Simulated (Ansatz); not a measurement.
Consider Ru.

```yaml
crystal:
  lattice:
    - [2.51215, 0.00000, 0.00000]
    - [0.00000, 2.51215, 0.00000]
    - [0.00000, 0.00000, 2.51215]
  atoms:
    - { symbol: Ru, position: [0.00000, 0.00000, 0.00000] }
```

Space group Pm-3m; set up as Ru, simple cubic; a generated structure, not necessarily the stable one; computed without spin polarisation.

The calculation used DFT, PBE, plane waves (420 eV) with PAW, scalar-relativistic in Ansatz 0.2.0.

Q: What can the converged valence pseudo-density and electron localisation function tell about the bonding?

A: Ru–Ru (2.51 Å): the density is about 0.52 e/Å³ at the midpoint; the ELF is about 0.25 at the midpoint (no localised pair shows between them).

Q: Metal or insulator at this level of theory?

A: It is metallic or semimetallic at this level of theory: no gap opens.

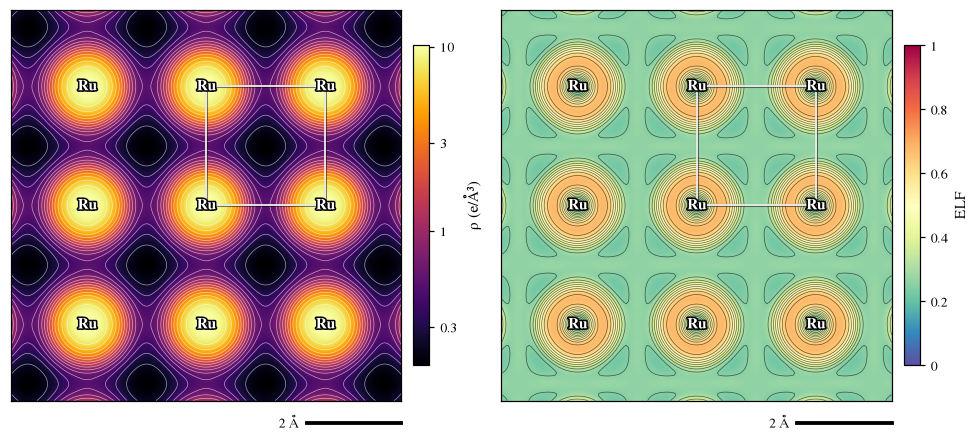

Computed valence pseudo-density and electron localisation function on the (010) plane of the conventional cell, in this order. 

The density is the valence pseudo-density of a PAW calculation; it isn't the true density close to the nuclei.
